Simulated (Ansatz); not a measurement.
# Ru: a changed input and its effect

System: Ru (1 atom in the cell).
Method of the first run: DFT, PBE, plane waves (420 eV) with PAW, scalar-relativistic, spin-polarised (Ansatz 0.2.0).

Text and figures count atoms from 1; the logs count them from 0 in places.

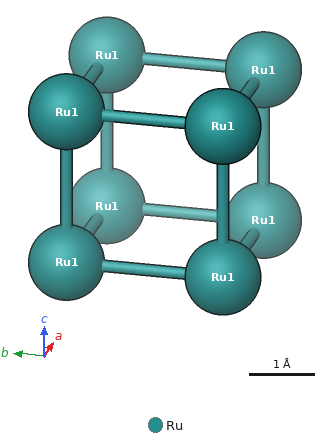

Figure 1. The structure (ball-and-stick view of the cell of the calculation, seen at an oblique angle; atoms are numbered from 1 in the order of the input). Near neighbours in the crystal (not all of them lie inside the picture): Ru has 6 Ru at 2.51 Å.

The input, the first run:
```yaml
crystal:
  lattice:
    - [2.5109503154, 0.0, 0.0]
    - [0.0, 2.5109503154, 0.0]
    - [0.0, 0.0, 2.5109503154]
  atoms:
    - { symbol: Ru, position: [0.0, 0.0, 0.0], spin: 1.0 }
hamiltonian:
  xc: pbe
  pseudopotentials:
    kind: paw
    azcp:
      Ru: "pseudopotentials/Ru.paw.azcp"
basis:
  ecutwfc: 420
  fft_grid_basis: typed
kpoints:
  mp_grid: { grid: [20, 20, 20], shift: [0, 0, 0] }
magnetization:
  spin_polarized: true
scf:
  occupations: { method: fermi_dirac, width: 0.05 }
output:
  stress: true
```

Hardware: 2 threads of an x86-64 CPU, shared host.

Output, shortened to warnings, some set-up lines, iterations and results (the first run):
```
WARN: the starting moments were not kept: the SCF closed with an absolute magnetisation of 9.7e-8 μB, where they sum to 1 μB in size (1 site). That is at most 0.1 of that sum. Measured as dr2_m measures the in/out step, that magnetisation stands 4.3e-15 eV from none, at or under the dr2_threshold of 1.0e-7 eV: it is no larger than a step whose dr2_m would equal this threshold. The system may hold …
Basis set: ecut = 420 eV, 305 PW (Γ)
Symmetry: 48 space group operations
k-points: 286 of 8000
Initial density: superposition of atomic densities (chi_scale 0.1, normalization cell)
[...]
SCF iter   1: F=—  HF=-5878.371065 eV  |F-HF|=—  |Δ(HF+E_count)|=         —  Δρ=7.95e-2 (↑7.95e-2 ↓3.15e-2)  dr2=1.31e0  dr2_m=2.39e-1  M=0.183 μB ∫|m|=0.183 μB  β_m=0.30  …
SCF iter   2: F=—  HF=-5877.814573 eV  |F-HF|=—  |Δ(HF+E_count)|=   5.56e-1  Δρ=5.35e-2 (↑5.35e-2 ↓2.19e-2)  dr2=5.31e-1  dr2_m=1.25e-1  M=0.158 μB ∫|m|=0.158 μB  β_m=0.58  …
SCF iter   3: F=—  HF=-5877.556080 eV  |F-HF|=—  |Δ(HF+E_count)|=   2.58e-1  Δρ=8.11e-3 (↑7.19e-3 ↓8.11e-3)  dr2=2.36e-3  dr2_m=7.03e-3  M=0.058 μB ∫|m|=0.058 μB  β_m=0.79  …
SCF iter   4: F=—  HF=-5877.559544 eV  |F-HF|=—  |Δ(HF+E_count)|=   3.46e-3  Δρ=1.94e-3 (↑1.94e-3 ↓1.08e-3)  dr2=1.01e-3  dr2_m=7.48e-5  M=0.008 μB ∫|m|=0.008 μB  β_m=0.78  …
SCF iter   5: F=—  HF=-5877.559048 eV  |F-HF|=—  |Δ(HF+E_count)|=   4.96e-4  Δρ=6.02e-4 (↑2.17e-4 ↓6.02e-4)  dr2=3.76e-5  dr2_m=2.04e-5  M=0.004 μB ∫|m|=0.004 μB  β_m=0.89  …
SCF iter   6: F=—  HF=-5877.559031 eV  |F-HF|=—  |Δ(HF+E_count)|=   1.71e-5  Δρ=1.05e-4 (↑1.05e-4 ↓7.01e-5)  dr2=4.52e-6  dr2_m=1.34e-7  M=0.000 μB ∫|m|=0.000 μB  β_m=0.86  …
SCF iter   7: F=—  HF=-5877.559030 eV  |F-HF|=—  |Δ(HF+E_count)|=   1.46e-6  Δρ=3.35e-5 (↑3.35e-5 ↓1.51e-5)  dr2=3.36e-7  dr2_m=2.28e-8  M=0.000 μB ∫|m|=0.000 μB  β_m=0.93  …
SCF iter   8: F=—  HF=-5877.559030 eV  |F-HF|=—  |Δ(HF+E_count)|=   9.59e-8  Δρ=3.86e-6 (↑3.86e-6 ↓1.30e-6)  dr2=3.91e-9  dr2_m=3.66e-10  M=0.000 μB ∫|m|=0.000 μB  β_m=0.96  …
SCF iter   9: F=—  HF=-5877.559030 eV  |F-HF|=—  |Δ(HF+E_count)|=  6.68e-10  Δρ=1.94e-7 (↑1.94e-7 ↓1.09e-7)  dr2=8.44e-12  dr2_m=1.59e-12  M=0.000 μB ∫|m|=0.000 μB  β_m=0.98  …
SCF iter  10: F=-5877.559030 eV  HF=-5877.559030 eV  |F-HF|=9.09e-13  |Δ(HF+E_count)|=  9.09e-13  Δρ=4.73e-8 (↑4.73e-8 ↓4.43e-8)  dr2=1.39e-12  dr2_m=6.02e-15  M=-0.000 μB …
SCF 1 converged in 10 iterations: F = -5877.559030 eV  dr2 = 1.39e-12
WARN: the starting moments were not kept: the SCF closed with an absolute magnetisation of 9.7e-8 μB, where they sum to 1 μB in size (1 site). That is at most 0.1 of that sum. Measured as dr2_m measures the in/out step, that magnetisation stands 4.3e-15 eV from none, at or under the dr2_threshold …
SCF converged after 10 iterations
Magnetization: -0.0000 μB (8.0000 up, 8.0000 down)
Absolute magnetization: 0.0000 μB (∫|ρ↑−ρ↓|, with the PAW one-centre terms)
Spin contamination: 0.0000 ħ² per cell (⟨S²⟩ above its minimum at these occupations)
Per-site moments (μB) at R_I (Å): [(-8.207504496387157e-8, 1.0357670051025)]
Free energy (F): -5877.559030 eV
Harris-Foulkes:  -5877.559030 eV  (|F-HF|=9.09e-13)
Internal energy: -5877.545727 eV  (E = F + TS)
E sigma→0 (E₀):  -5877.552378 eV
Entropy (-TS):   -0.013303 eV (-13.303 meV/atom)
Fermi energy:    19.686988 eV
--- Per-component energies (eV) ---
  E_band       = -110.938274
  E_kinetic    = 515.294046
  E_local      = -1498.010013  (includes V_loc(G=0)·N_el)
  E_nonlocal   = 345.536258
  E_hartree    = 493.792828
  E_xc         = -189.634236
  E_vxc        = -237.960889  (∫ρ·V_xc dr)
  E_paw        = -3461.815782  (= ΣΔE_a)
  E_vpaw       = -223.383112  (= ΣTr[D̂ρ^β])
[...]
```

For the second run the input was changed thus:
```diff
-    - [2.5109503154, 0.0, 0.0]
-    - [0.0, 2.5109503154, 0.0]
-    - [0.0, 0.0, 2.5109503154]
+    - [2.6076189405, 0.0, 0.0]
+    - [0.0, 2.6076189405, 0.0]
+    - [0.0, 0.0, 2.6076189405]
```

What does this change do to the results?

With the same functional and potentials, the second run lies 125.9 meV per atom higher. The pressure goes from 0.01 to −19.03 GPa. The volume per atom goes from 15.83 to 17.73 Å³. The number of SCF iterations is the same. The plane waves at Γ go from 305 to 341.

Output, shortened to warnings, some set-up lines, iterations and results (the second run):
```
WARN: the starting moments were not kept: the SCF closed with an absolute magnetisation of 1.4e-6 μB, where they sum to 1 μB in size (1 site). That is at most 0.1 of that sum. Measured as dr2_m measures the in/out step, that magnetisation stands 1.0e-12 eV from none, at or under the dr2_threshold of 1.0e-7 eV: it is no larger than a step whose dr2_m would equal this threshold. The system may hold …
Basis set: ecut = 420 eV, 341 PW (Γ)
Symmetry: 48 space group operations
k-points: 286 of 8000
Initial density: superposition of atomic densities (chi_scale 0.1, normalization cell)
[...]
SCF iter   1: F=—  HF=-5878.135168 eV  |F-HF|=—  |Δ(HF+E_count)|=         —  Δρ=7.23e-2 (↑7.23e-2 ↓2.76e-2)  dr2=1.33e0  dr2_m=2.07e-1  M=0.231 μB ∫|m|=0.231 μB  β_m=0.30  …
SCF iter   2: F=—  HF=-5877.668641 eV  |F-HF|=—  |Δ(HF+E_count)|=   4.67e-1  Δρ=4.85e-2 (↑4.85e-2 ↓1.90e-2)  dr2=5.46e-1  dr2_m=1.07e-1  M=0.209 μB ∫|m|=0.209 μB  β_m=0.58  …
SCF iter   3: F=—  HF=-5877.432319 eV  |F-HF|=—  |Δ(HF+E_count)|=   2.36e-1  Δρ=7.95e-3 (↑7.41e-3 ↓7.95e-3)  dr2=3.07e-3  dr2_m=7.84e-3  M=0.098 μB ∫|m|=0.099 μB  β_m=0.79  …
SCF iter   4: F=—  HF=-5877.433700 eV  |F-HF|=—  |Δ(HF+E_count)|=   1.38e-3  Δρ=2.71e-3 (↑2.71e-3 ↓1.22e-3)  dr2=1.08e-3  dr2_m=4.02e-4  M=0.024 μB ∫|m|=0.026 μB  β_m=0.83  …
SCF iter   5: F=—  HF=-5877.433175 eV  |F-HF|=—  |Δ(HF+E_count)|=   5.25e-4  Δρ=9.66e-4 (↑5.03e-4 ↓9.66e-4)  dr2=5.35e-5  dr2_m=8.37e-5  M=0.011 μB ∫|m|=0.012 μB  β_m=0.91  …
SCF iter   6: F=—  HF=-5877.433167 eV  |F-HF|=—  |Δ(HF+E_count)|=   8.15e-6  Δρ=2.67e-4 (↑1.78e-4 ↓2.67e-4)  dr2=3.43e-5  dr2_m=8.12e-7  M=-0.001 μB ∫|m|=0.001 μB  β_m=0.85  …
SCF iter   7: F=—  HF=-5877.433156 eV  |F-HF|=—  |Δ(HF+E_count)|=   1.14e-5  Δρ=5.50e-5 (↑5.50e-5 ↓4.48e-5)  dr2=1.73e-6  dr2_m=2.52e-8  M=0.000 μB ∫|m|=0.000 μB  β_m=0.92  …
SCF iter   8: F=—  HF=-5877.433155 eV  |F-HF|=—  |Δ(HF+E_count)|=   5.65e-7  Δρ=7.90e-6 (↑7.90e-6 ↓3.09e-6)  dr2=1.85e-8  dr2_m=1.61e-9  M=0.000 μB ∫|m|=0.000 μB  β_m=0.96  …
SCF iter   9: F=—  HF=-5877.433155 eV  |F-HF|=—  |Δ(HF+E_count)|=   5.51e-9  Δρ=6.70e-7 (↑6.70e-7 ↓5.45e-7)  dr2=1.91e-11  dr2_m=4.07e-11  M=0.000 μB ∫|m|=0.000 μB  β_m=0.90  …
SCF iter  10: F=-5877.433155 eV  HF=-5877.433155 eV  |F-HF|=1.82e-12  |Δ(HF+E_count)|=  2.00e-11  Δρ=1.46e-7 (↑6.90e-8 ↓1.46e-7)  dr2=3.98e-12  dr2_m=5.13e-13  M=0.000 μB …
SCF 1 converged in 10 iterations: F = -5877.433155 eV  dr2 = 3.98e-12
WARN: the starting moments were not kept: the SCF closed with an absolute magnetisation of 1.4e-6 μB, where they sum to 1 μB in size (1 site). That is at most 0.1 of that sum. Measured as dr2_m measures the in/out step, that magnetisation stands 1.0e-12 eV from none, at or under the dr2_threshold …
SCF converged after 10 iterations
Magnetization: 0.0000 μB (8.0000 up, 8.0000 down)
Absolute magnetization: 0.0000 μB (∫|ρ↑−ρ↓|, with the PAW one-centre terms)
Spin contamination: 0.0000 ħ² per cell (⟨S²⟩ above its minimum at these occupations)
Per-site moments (μB) at R_I (Å): [(1.2529960525757666e-6, 1.07564281295625)]
Free energy (F): -5877.433155 eV
Harris-Foulkes:  -5877.433155 eV  (|F-HF|=1.82e-12)
Internal energy: -5877.417334 eV  (E = F + TS)
E sigma→0 (E₀):  -5877.425245 eV
Entropy (-TS):   -0.015821 eV (-15.821 meV/atom)
Fermi energy:    16.974099 eV
--- Per-component energies (eV) ---
  E_band       = -149.406386
  E_kinetic    = 511.747373
  E_local      = -1610.886681  (includes V_loc(G=0)·N_el)
  E_nonlocal   = 345.209934
  E_hartree    = 531.775984
  E_xc         = -188.212958
  E_vxc        = -236.018099  (∫ρ·V_xc dr)
  E_paw        = -3461.551505  (= ΣΔE_a)
  E_vpaw       = -223.010615  (= ΣTr[D̂ρ^β])
[...]
```

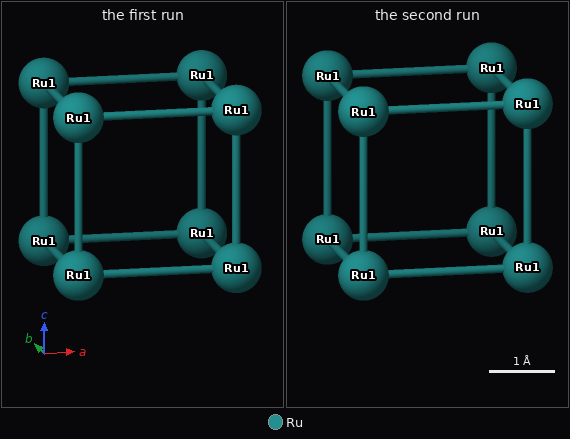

Figure 2. The two input geometries at one scale (ball-and-stick view of the cell of the calculation, seen slightly off an axis). No atom moves by more than 0.005 Å relative to the cell. The volume changes by +12.0 %, with a = b = c 2.511 → 2.608 Å (+3.8 %). Among the contacts that change: Ru1–Ru1 2.511 → 2.608 Å.

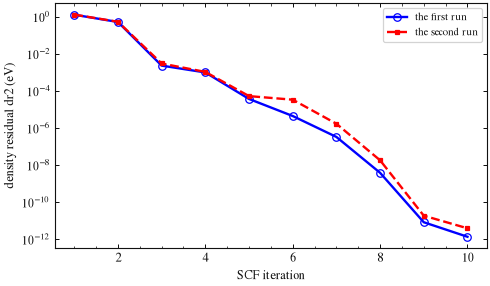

Figure 3. Convergence of the two runs: density residual dr2 against the SCF iteration. The first run takes 10 iterations in all, and the second run takes 10.

The two runs side by side:

```csv
quantity,the first run,the second run
outcome,converged,converged
free energy per atom (eV),−5877.5590,−5877.4332
"energy per atom, smearing taken to zero (eV)",−5877.5524,−5877.4252
net moment of the cell (μB),0.00,0.00
absolute moment of the cell (μB),0.00,0.00
pressure (GPa),0.01,−19.03
volume per atom (Å³),15.83,17.73
SCF iterations,10,10
irreducible k-points,286,286
plane waves at Γ,305,341
wall time (shared host),3.7 s,3.3 s
```

For both runs: Warnings: some starting moments were not kept. For the second run: The cell is under a tension of 19.0 GPa at this level, so it is not at its equilibrium volume.
